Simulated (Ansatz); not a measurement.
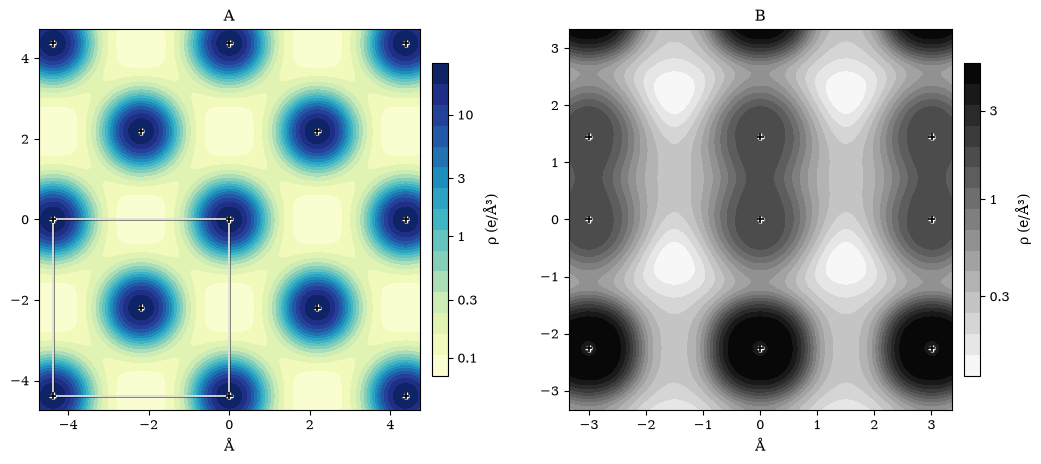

The valence charge density (pseudo) of 2 systems, each on a plane through atoms (crosses mark nuclei in the plane).

The calculation used DFT PBEsol, scalar-relativistic, plane waves, PAW in Ansatz 0.2.0.

System 1: Cd, the (010) plane of the conventional cell. Space group Fm-3m; a structure from a database of computed crystals, not necessarily the ambient phase.

```yaml
crystal:
  lattice:
    - [4.37856, 0.00000, 0.00000]
    - [0.00000, 4.37856, 0.00000]
    - [0.00000, 0.00000, 4.37856]
  atoms:
    - { symbol: Cd, position: [0.00000, 0.50000, 0.50000] }
    - { symbol: Cd, position: [0.50000, 0.00000, 0.50000] }
    - { symbol: Cd, position: [0.50000, 0.50000, 0.00000] }
    - { symbol: Cd, position: [0.00000, 0.00000, 0.00000] }
```

System 2: WC2, the (100) plane of the conventional cell. Space group I4/mmm.

Which map belongs to which system?

Answer. Panel A is system 1, Cd: the plane holds Cd. Cd–Cd (3.10 Å): ρ is about 0.16 e/Å³ halfway. Panel B is system 2, WC2: the plane holds C and W. C–C (1.45 Å): ρ at the midpoint is about 1.7 e/Å³.
